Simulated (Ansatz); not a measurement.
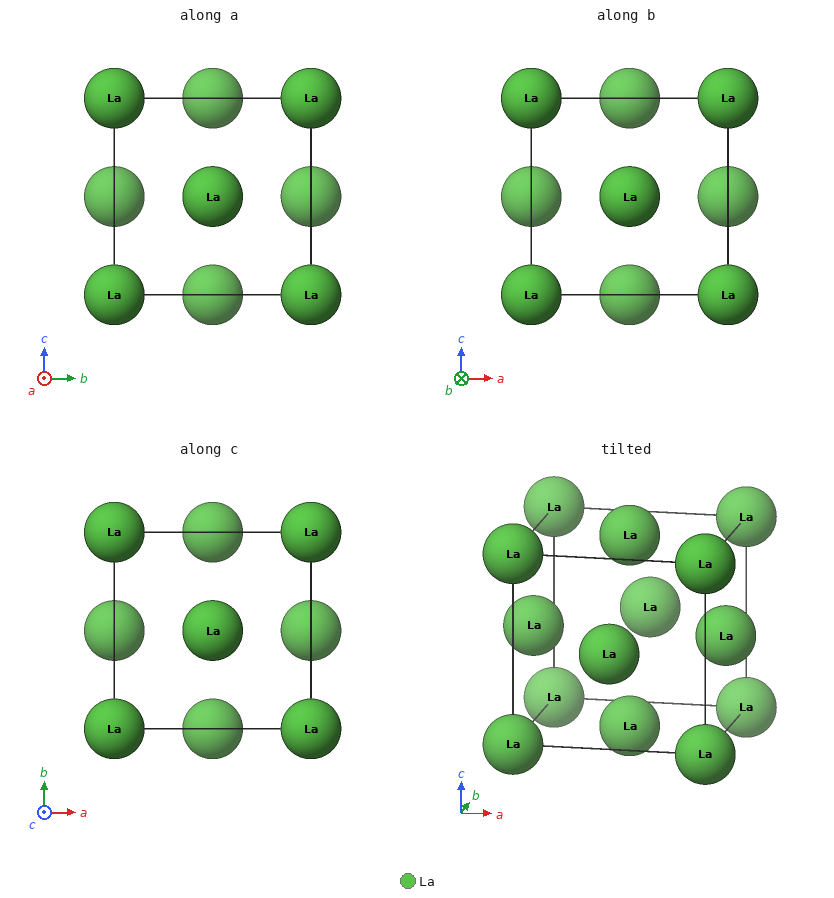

Spheres-only representation of a periodic structure, projected along the a axis, along the b axis, along the c axis and slightly off an axis. The parallelepiped is the conventional unit cell.

Lattice parameters: a = 5.3458 Å, b = 5.3458 Å, c = 5.3458 Å, α = 90.000°, β = 90.000°, γ = 90.000°.

### Give the structure in the form of a CIF in P1 with every atom of the cell.

```cif
data_structure
_symmetry_space_group_name_H-M 'P 1'
_symmetry_Int_Tables_number 1
_cell_length_a 5.3458
_cell_length_b 5.3458
_cell_length_c 5.3458
_cell_angle_alpha 90.000
_cell_angle_beta 90.000
_cell_angle_gamma 90.000
_cell_volume 152.77
loop_
_atom_site_label
_atom_site_type_symbol
_atom_site_fract_x
_atom_site_fract_y
_atom_site_fract_z
_atom_site_occupancy
La1 La 0.0000 0.0000 0.0000 1
La2 La 0.0000 0.5000 0.5000 1
La3 La 0.5000 0.0000 0.5000 1
La4 La 0.5000 0.5000 0.0000 1
```

Starting structure: a structure type filled with this element by a generator (whether the element takes this form wasn't checked). The cell was then strained or its atoms displaced on purpose. It went into a calculation with Ansatz.
